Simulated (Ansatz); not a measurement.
# AlN: single-point calculation

The run: single-point calculation of AlN (P6₃mc, 16 atoms in the cell). Method and program: DFT PBE, scalar-relativistic, plane waves, PAW, no spin polarisation (Ansatz 0.2.0).

The structure derives from a Materials Project entry. It belongs to a series of runs on one base structure; here: the perfect crystal in a cell of 16 atoms. Figures and captions count atoms from 1; the log counts them from 0 in places.

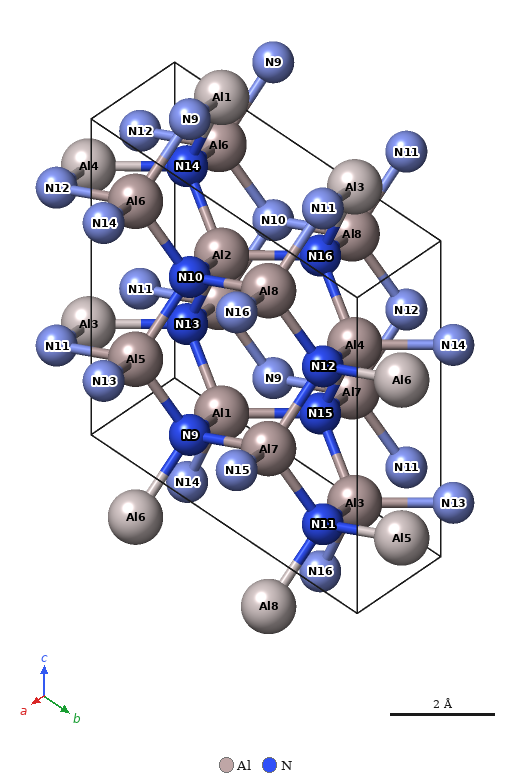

Fig. 1: The structure (ball-and-stick view of the cell of the calculation, seen slightly off an axis; neighbours outside the cell are drawn fainter; atoms are numbered from 1 in the order of the input). Near neighbours in the crystal (not all of them lie inside the picture): Al has 4 N at 1.90 to 1.91 Å; N has 4 Al at 1.90 to 1.91 Å.

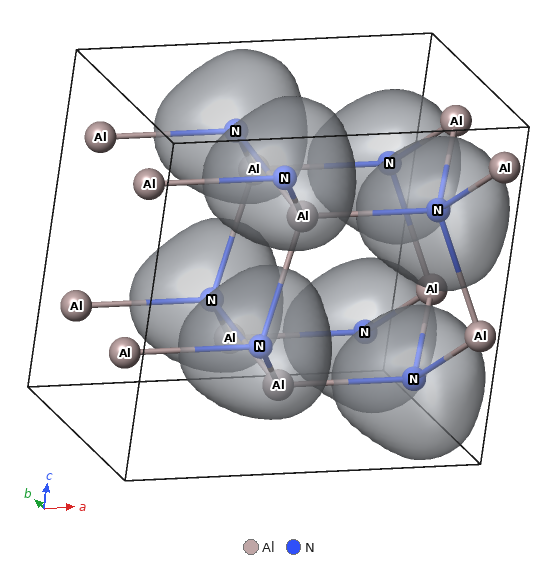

Fig. 2: Isosurface of the valence pseudo-density at 0.4 e/Å³ (grey), seen slightly off an axis. Sticks mark near contacts. The outline is the calculation cell. At this value the density breaks into separate islands; it holds about 65 % of the electrons treated as valence. On the grid the lowest density along these lines, outside the cores, is 0.56 e/Å³ (Al–N, 1.90 Å). Core electrons are frozen (PAW), so the fields are smoothed inside the atomic spheres.

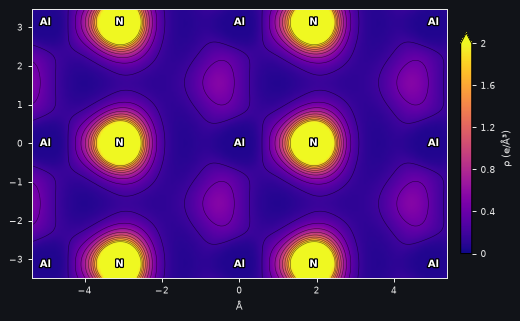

Fig. 3: Valence pseudo-density on the (010) plane of the calculation cell. Atoms in the plane: Al and N. Al–N (1.91 Å): the density is about 0.66 e/Å³ at the midpoint. Away from the nuclei the density in this plane falls to 0.08 e/Å³ at its lowest.

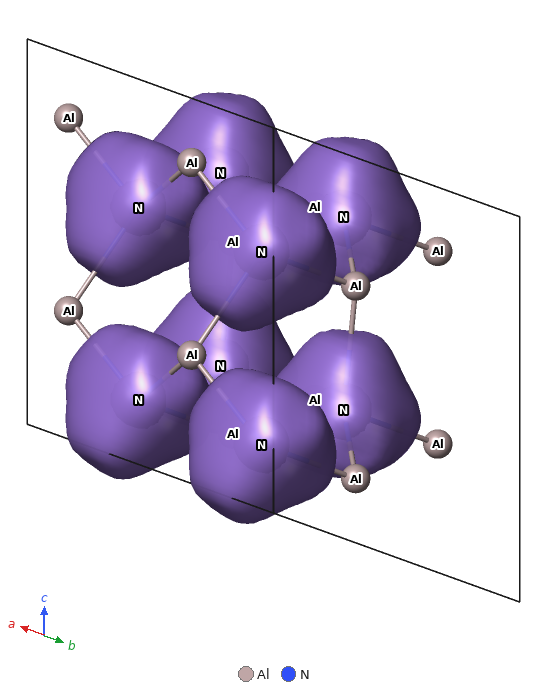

Fig. 4: Isosurface of the electron localisation function at 0.65 (purple), seen along [110]. Only the valence region is drawn (cores and ρ < 0.01 e/Å³ removed). Sticks mark near contacts. The outline is the calculation cell. Along the contacts the grid gives the following.

These pictures come from the run below.

## Input
```yaml
crystal:
  lattice:
    - [0.0, 0.0, 5.0180433215]
    - [6.2604168406, 0.0, 0.0]
    - [-3.1302084203, 5.4216800223, 0.0]
  atoms:
    - { symbol: Al, position: [0.4992342258, 0.3333333333, 0.1666666667] }
    - { symbol: Al, position: [0.4992342258, 0.3333333333, 0.6666666667] }
    - { symbol: Al, position: [0.4992342258, 0.8333333333, 0.1666666667] }
    - { symbol: Al, position: [0.4992342258, 0.8333333333, 0.6666666667] }
    - { symbol: Al, position: [0.9992342258, 0.1666666667, 0.3333333333] }
    - { symbol: Al, position: [0.9992342258, 0.1666666667, 0.8333333333] }
    - { symbol: Al, position: [0.9992342258, 0.6666666667, 0.3333333333] }
    - { symbol: Al, position: [0.9992342258, 0.6666666667, 0.8333333333] }
    - { symbol: "N", position: [0.8807657742, 0.3333333333, 0.1666666667] }
    - { symbol: "N", position: [0.8807657742, 0.3333333333, 0.6666666667] }
    - { symbol: "N", position: [0.8807657742, 0.8333333333, 0.1666666667] }
    - { symbol: "N", position: [0.8807657742, 0.8333333333, 0.6666666667] }
    - { symbol: "N", position: [0.3807657742, 0.1666666667, 0.3333333333] }
    - { symbol: "N", position: [0.3807657742, 0.1666666667, 0.8333333333] }
    - { symbol: "N", position: [0.3807657742, 0.6666666667, 0.3333333333] }
    - { symbol: "N", position: [0.3807657742, 0.6666666667, 0.8333333333] }
basis:
  ecutwfc: 420
  xc_grid: 2
kpoints:
  mp_grid: { grid: [2, 2, 2], shift: [0.0, 0.0, 0.0] }
hamiltonian:
  xc: pbe
scf:
  occupations: { method: gaussian, width: 0.01 }
output:
  forces: true
  stress: true
  eigenvalues: true
  write_density: true
  write_potential: true
  elf: true
  volumetric_format: npy
```

Command:
```bash
ansatz run input.yaml --threads 4 --pin off --max-ram 8192MiB --backend cpu --events-out ev --progress --plain --runs-dir out
```

## What the program printed
```
Engine: ansatz 0.2.0, x86_64-unknown-linux-gnu
Pseudopotentials: kind: paw
Pseudopotential: Al, paw, valence charge 3, recommended cutoff 420 eV (normal), Al.paw.azcp
Pseudopotential: N, paw, valence charge 5, recommended cutoff 420 eV (normal), N.paw.azcp
Functional definition: PBE
  parameter kappa = 0.804
  parameter beta = 0.06672455060314922
  exchange = pbe_x(kappa = kappa, mu = beta*pi^2/3)
  correlation = pbe_c(beta = beta)
Crystal: 16 atoms, lattice volume = 170.322 Å³
Basis set: ecut = 420 eV, 3365 PW (Γ), exchange–correlation on 72×90×90 points (8 copies of the dense FFT grid, shifted against one another)
Bands: 48, of which v1, the nominal top of the filled ones, is band 32 counted from 1 (31 counted from 0)
Symmetry: 48 space group operations
Space group: P63mc (ITA 186), of the structure as read, at distance tolerance 5.5e-5 Å
k-points: 4 of 8
Non-local potential: Al, projectors of the file, l = 0: 2, l = 1: 2, l = 2: 1
Non-local potential: N, projectors of the file, l = 0: 2, l = 1: 2, l = 2: 1
PAW form: soft (Blöchl's): semilocal exchange-correlation on the pseudo side does not see the compensation charge
PAW one-centre angular grid: Al, 110 points (default); XC on 64 Gauss nodes
PAW one-centre angular grid: N, 110 points (default); XC on 64 Gauss nodes
Initial density: superposition of atomic densities (neutral atoms: chi_scale 0, normalization atom), corrected by the library's trained network
Initial wavefunctions: pseudopotential atomic-orbital guess
Functional: x = pbe(κ = 0.804, μ = 0.2195149727645171), c = pbe(β = 0.06672455060314922)
SCF iter   1: F=—  HF=-7393.905683 eV  |F-HF|=—  |Δ(HF+E_count)|=         —  Δρ=8.96e-4  dr2=6.09e-4  ethr=1.77e-3  ⟨swp⟩=6.5  Hψ=839  notcnv=0  defer=8
preconditioner: auto → Resta (q_TF=auto, 2.318 Å⁻¹)  ε∞=4.1  [insulator: Δε(μ)=4.031 eV  Ē_g=12.976 eV  σ=0.010 eV  W_gap=1.00  n_scr=26 (ndim 8)  ℏωp=22.8 eV  f_vac=0.000  D(μ)=0.00/eV (n_scr^D=0)  ε∞_Penn≈4.1]
SCF iter   2: F=—  HF=-7393.905753 eV  |F-HF|=—  |Δ(HF+E_count)|=   7.00e-5  Δρ=4.53e-4  dr2=1.03e-4  ethr=9.52e-7  ⟨swp⟩=2.0  Hψ=374  notcnv=0  defer=36
SCF iter   3: F=—  HF=-7393.906073 eV  |F-HF|=—  |Δ(HF+E_count)|=   3.21e-4  Δρ=1.72e-4  dr2=1.87e-5  ethr=1.62e-7  ⟨swp⟩=2.8  Hψ=296  notcnv=0  defer=36
SCF iter   4: F=—  HF=-7393.905016 eV  |F-HF|=—  |Δ(HF+E_count)|=   1.06e-3  Δρ=1.85e-5  dr2=3.64e-7  ethr=2.92e-8  ⟨swp⟩=2.0  Hψ=278  notcnv=0  defer=36
iter 5 did not close the SCF: its close was put off for the readings that it lacked (scf_convergence_deferred on its scf_iter line)
SCF iter   5: F=-7393.905017 eV  HF=-7393.905017 eV  |F-HF|=6.11e-9  |Δ(HF+E_count)|=   6.64e-7  Δρ=3.54e-6  dr2=1.33e-8  ethr=5.69e-10  ⟨swp⟩=2.0  Hψ=283  notcnv=0  defer=36
SCF iter   6: F=-7393.905017 eV  HF=-7393.905017 eV  |F-HF|=1.90e-9  |Δ(HF+E_count)|=   6.21e-9  Δρ=1.41e-6  dr2=2.25e-9  ethr=2.07e-11  ⟨swp⟩=12.0  Hψ=1110  notcnv=0
SCF 1 converged in 6 iterations: F = -7393.905017 eV  dr2 = 2.25e-9
  greatest PAW one-centre occupation: 0.786 electrons in one spin orbital (limit 2), on the N atom at site 15 (counted from 0), in its partial waves of l = 0
SCF converged after 6 iterations
Free energy (F): -7393.905017 eV
Harris-Foulkes:  -7393.905017 eV  (|F-HF|=1.90e-9)
Internal energy: -7393.905017 eV  (E = F + TS)
E sigma→0 (E₀):  -7393.905017 eV
Fermi energy:    8.970629 eV
--- Per-component energies (eV) ---
  E_band       = 112.216823
  E_kinetic    = 1269.991032
  E_local      = -1807.332626  (includes V_loc(G=0)·N_el)
  E_nonlocal   = 441.740273
  E_hartree    = 627.257484
  E_xc         = -813.026551
  E_vxc        = -861.560218  (∫ρ·V_xc dr)
  E_paw        = -4760.331112  (= ΣΔE_a)
  E_vpaw       = -185.137603  (= ΣTr[D̂ρ^β])
  E_aug_tail   = 0.000783  (compensation charges beyond the density's cutoff)
  E_ewald      = -2352.204301
  E_smearing   = -0.000000  (= −TS)
  E_closure    = 0.000000  (closes the sum)
  Σ components = -7393.905017   (vs F -7393.905017, Δ=0.00e0)
--- Forces (eV/Å), atoms counted from 1 ---
  atom   1  Al     0.00000000     0.00000000    -0.01689849
  atom   2  Al    -0.00000000     0.00000000    -0.01689849
  atom   3  Al    -0.00000000     0.00000000    -0.01689849
  atom   4  Al    -0.00000000     0.00000000    -0.01689849
  atom   5  Al     0.00000000    -0.00000000    -0.01689849
  atom   6  Al    -0.00000000    -0.00000000    -0.01689849
  atom   7  Al    -0.00000000    -0.00000000    -0.01689849
  atom   8  Al    -0.00000000    -0.00000000    -0.01689849
  atom   9  N      0.00000000     0.00000000     0.01688216
  atom  10  N     -0.00000000     0.00000000     0.01688216
  atom  11  N      0.00000000     0.00000000     0.01688216
  atom  12  N     -0.00000000     0.00000000     0.01688216
  atom  13  N      0.00000000    -0.00000000     0.01688216
  atom  14  N      0.00000000    -0.00000000     0.01688216
  atom  15  N     -0.00000000    -0.00000000     0.01688216
  atom  16  N      0.00000000    -0.00000000     0.01688216
  max |Σ_I F_I| component: 1.31e-4 eV/Å
--- Stress (GPa, compression-positive) ---
        0.073846       0.000000       0.000000
        0.000000       0.073846      -0.000000
        0.000000       0.000000      -0.275586
  P = ⅓ Tr σ = -0.0426 GPa (-0.426 kbar)
--- Band table (eV) ---
  k-point 0: bands = ["-8.1019", "-6.1903", "-6.1903", "-6.1903", "-6.0216", "-5.5160", "-5.5160", "-5.5160", "1.0533", "1.5843", "1.5843", "1.5843", "2.8373", "2.8373", "2.8373", "3.6644", "3.6644", "3.6644", "4.9058", "4.9058", "4.9058", "5.2147", "5.2147", "5.2147", "6.1137", "6.1137", "6.2768", "6.2768", "6.2768", "6.7540", "6.7540", "6.9556", "10.9857", "12.7096", "12.7096", "12.7096", "12.7149", "12.7149", "12.7149", "13.4618", "14.9730", "14.9730", "14.9730", "17.0862", "17.0862", "17.0862", "17.4065", "17.7492"]
  k-point 1: bands = ["-7.3710", "-7.3710", "-6.2810", "-6.2810", "-5.6614", "-5.6614", "-5.4401", "-5.4401", "1.9531", "1.9531", "2.4227", "2.4227", "2.9195", "2.9195", "3.4846", "3.4846", "3.5524", "3.5524", "4.1317", "4.1317", "4.5140", "4.5140", "5.1868", "5.1868", "5.4184", "5.4184", "5.5450", "5.5450", "6.5253", "6.5253", "6.5504", "6.5504", "12.6588", "12.6588", "13.0083", "13.0083", "14.4489", "14.4489", "14.7092", "14.7092", "14.9456", "14.9456", "15.7168", "15.7168", "16.6167", "16.6167", "16.8289", "16.8289"]
  k-point 2: bands = ["-7.2379", "-7.2379", "-5.8289", "-5.8289", "-5.8289", "-5.8289", "-5.8289", "-5.8289", "1.4376", "1.4376", "1.4376", "1.4376", "1.4376", "1.4376", "3.6555", "3.6555", "5.5177", "5.5177", "5.5177", "5.5177", "5.5177", "5.5177", "5.6120", "5.6120", "5.6120", "5.6120", "5.6120", "5.6120", "6.4247", "6.4247", "6.4247", "6.4247", "12.1983", "12.1983", "12.1983", "12.1983", "12.1983", "12.1983", "13.2587", "13.2587", "16.0942", "16.0942", "16.0942", "16.0942", "16.0942", "16.0942", "17.1243", "17.1243"]
  k-point 3: bands = ["-6.6245", "-6.6245", "-6.6245", "-6.6245", "-5.8542", "-5.8542", "-5.8542", "-5.8542", "2.0780", "2.0780", "2.0780", "2.0780", "2.9790", "2.9790", "2.9790", "2.9790", "4.0441", "4.0441", "4.0441", "4.0441", "5.3801", "5.3801", "5.3801", "5.3801", "5.9368", "5.9368", "5.9368", "5.9368", "5.9980", "5.9980", "5.9980", "5.9980", "13.3922", "13.3922", "13.3922", "13.3922", "13.5206", "13.5206", "13.5206", "13.5206", "15.8482", "15.8482", "15.8482", "15.8482", "16.3087", "16.3087", "16.3087", "16.3087"]
```

## Key numbers

```json
{"quantity": "outcome", "value": "converged"}
{"quantity": "space group (tolerance 0.01 Å)", "value": "P6₃mc (186)"}
{"quantity": "electrons treated", "value": "64"}
{"quantity": "free energy", "value": "−7393.9050 eV"}
{"quantity": "Fermi energy", "value": "8.971 eV"}
{"quantity": "gap on the k-point mesh", "value": "4.03 eV"}
{"quantity": "pressure", "value": "−0.04 GPa"}
{"quantity": "largest force (length of the vector)", "value": "0.017 eV/Å"}
{"quantity": "hardware", "value": "4 threads of Intel Xeon @ 2.70GHz, 189 GiB of memory available, shared host"}
{"quantity": "wall time", "value": "1.4 s (CPU time 3.7 s)"}
{"quantity": "peak memory", "value": "0.47 GiB"}
```
